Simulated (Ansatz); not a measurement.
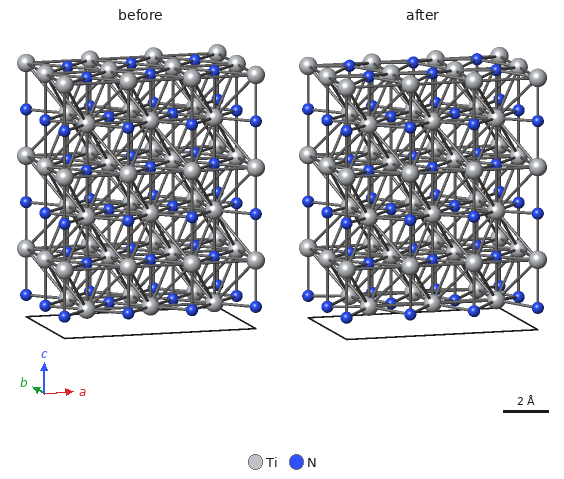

The structure of a slab of composition TiN (cut from the Fm-3m phase) before (left) and after (right) a relaxation, at one scale.

The picture is a ball-and-stick view of the 3 × 2 repeat of the cell, outlined in the plane, without the vacuum, seen slightly off an axis.

Case: (1 0 0) slab, atoms relaxed. The slab is the (1 0 0) face of TiN.

All numbers below come from DFT PBE, scalar-relativistic, plane waves, PAW (Ansatz 0.2.0). (plane-wave cutoff 420 eV; k-point mesh 12 × 12 × 1; occupations gaussian; smearing width 0.1 eV; no spin polarisation; dipole correction; atoms relaxed in a fixed cell; force threshold 0.02 eV/Å; at most 60 steps)

Question: Describe what moved and what it gained.

Answer: The largest moves relative to the layer's centre, 0.13 Å, are those of Ti atoms. Largest moves by element: Ti 0.13 Å, N 0.05 Å. The cell stays as it was. Among the contacts that change: N–Ti 2.123 → 1.980 Å, N–Ti 2.123 → 2.200 Å, Ti–Ti 3.003 → 2.929 Å, Ti–Ti 3.003 → 3.044 Å. Bond angles that change, for instance: Ti–N–Ti 180.0° → 170.2°, Ti–N–Ti 90.0° → 85.1°, Ti–N–Ti 180.0° → 177.1°. After 4 geometry steps the energy has fallen by 0.413 eV per cell of the calculation. Largest force component: 2.1 eV/Å at the start, 0.0095 eV/Å at the end. The run took 79 s on 4 threads of Intel(R) Xeon(R) Platinum 8259CL CPU @ 2.50GHz (Skylake/Cascade Lake) (shared host), peak memory 0.91 GiB.
